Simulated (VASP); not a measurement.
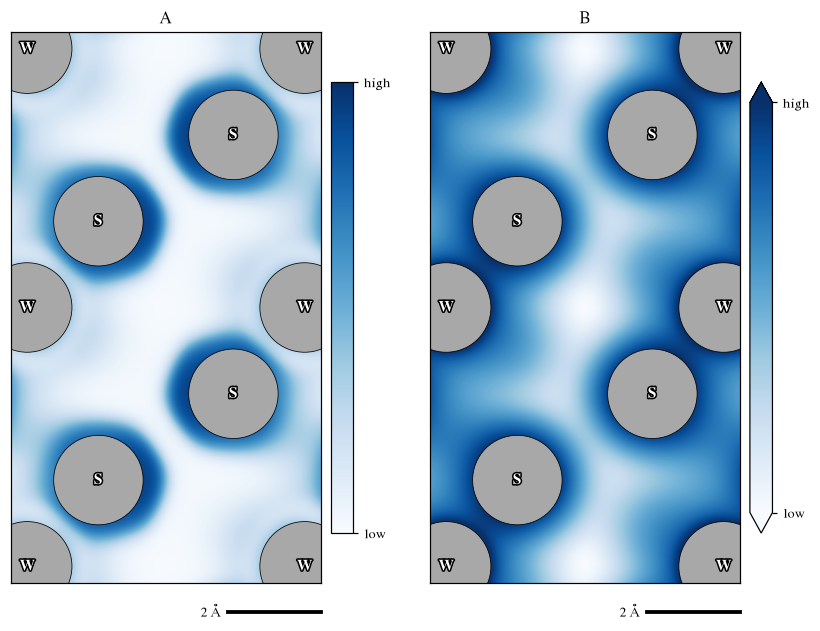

WS2: 2 fields on the (110) plane of the conventional cell, with unlabelled colour scales. Grey discs cover the atomic cores.

Space group P-3m1; started from the 1T (CdI2) bulk prototype, which need not be the ambient phase.

All numbers below come from DFT, PBEsol, plane waves, PAW (VASP 6.6.1).

The panels show electron localisation function and valence pseudo-density in some order. Assign them.

Panel A: electron localisation function. Panel B: valence pseudo-density. From the grid: W–S (2.42 Å): ρ is about 0.59 e/Å³ halfway; the ELF peaks at about 0.85 in the valence shell of S, 0.8 Å from its nucleus, and is about 0.45 at the midpoint.
